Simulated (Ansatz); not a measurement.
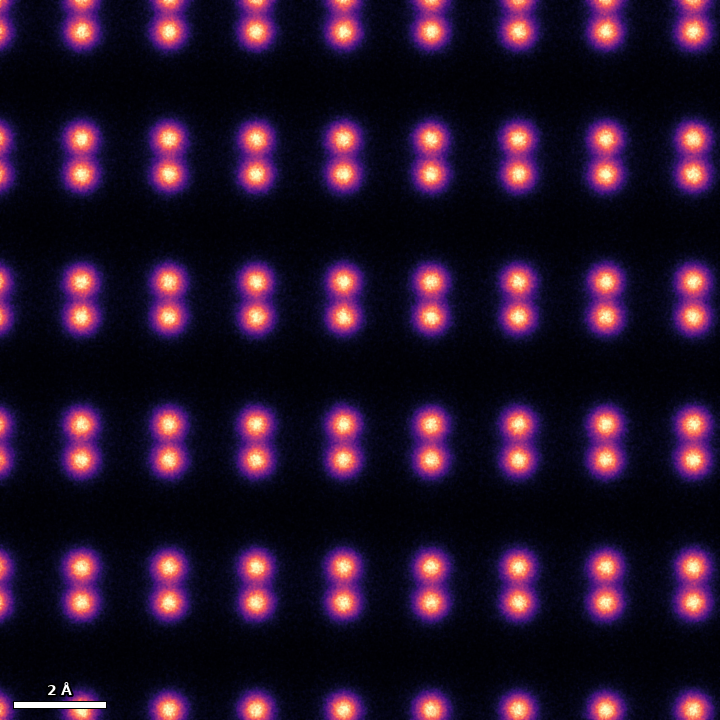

Z-contrast image of Cu (Fd-3m, No. 227). Simulated incoherent Z contrast: every atom adds Z^1.7 spread by a probe of 0.50 Å full width; channelling and multiple scattering are left out. The probe carries 25 % of its weight in a tail 2.5 times as wide. Shot noise was added. Atomic positions: the input geometry of a calculation; the starting structure was generated, so it need not be a known form of this composition.

```cif
data_structure
_symmetry_space_group_name_H-M 'P 1'
_symmetry_Int_Tables_number 1
_cell_length_a 5.4181
_cell_length_b 5.4181
_cell_length_c 5.4181
_cell_angle_alpha 90.000
_cell_angle_beta 90.000
_cell_angle_gamma 90.000
_cell_volume 159.05
loop_
_atom_site_label
_atom_site_type_symbol
_atom_site_fract_x
_atom_site_fract_y
_atom_site_fract_z
_atom_site_occupancy
Cu1 Cu 0.75000 0.75000 0.75000 1
Cu2 Cu 0.00000 0.50000 0.00000 1
Cu3 Cu 0.75000 0.25000 0.25000 1
Cu4 Cu 0.00000 0.00000 0.50000 1
Cu5 Cu 0.25000 0.75000 0.25000 1
Cu6 Cu 0.50000 0.50000 0.50000 1
Cu7 Cu 0.25000 0.25000 0.75000 1
Cu8 Cu 0.50000 0.00000 0.00000 1
```

**Which beam direction gives this image, [110], [210], [221] or [211]? (Directions equivalent by symmetry count as one.)**

[211]. The projected cells are 3.32 × 3.32 Å, 109° for [110]; 1.21 × 1.48 Å, 114° for [210]; 0.64 × 1.92 Å, 90° for [221]; 1.92 × 3.13 Å, 90° for [211], and the image repeats as the [211] one does.
